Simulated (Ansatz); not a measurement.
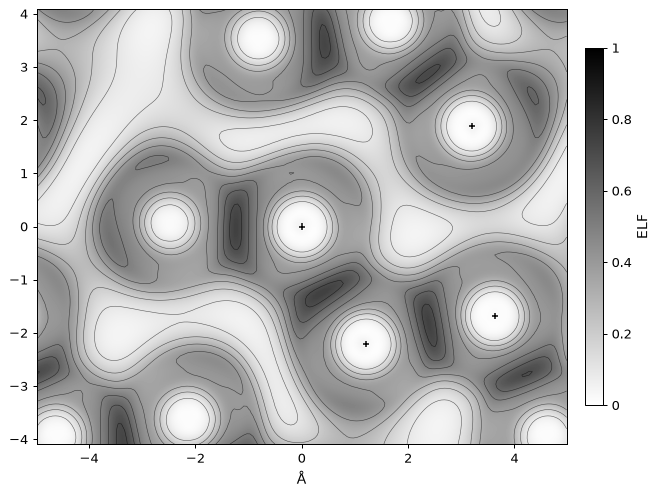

The ELF on a plane through atoms (crosses mark nuclei in the plane).

Computed with DFT, LDA, plane waves, PAW (Ansatz).

Candidates:
A. Ge, a = 5.95 Å, b = 5.95 Å, c = 7.10 Å, α = 90.00°, β = 90.00°, γ = 90.00°. Space group P4₃2₁2; started from the measured structure prototype, which need not be the ambient phase; computed pressure about −3 GPa in this cell.
B. Ga2O3, a = 4.95 Å, b = 4.95 Å, c = 13.31 Å, α = 90.00°, β = 90.00°, γ = 120.00°. Space group R-3c; started from the measured structure prototype, which need not be the ambient phase.

### Which system is this?

Candidate A: Ge on the (111) plane of the conventional cell, which holds Ge. Ge–Ge (2.48 Å): the ELF peaks at about 0.75 between the atoms.
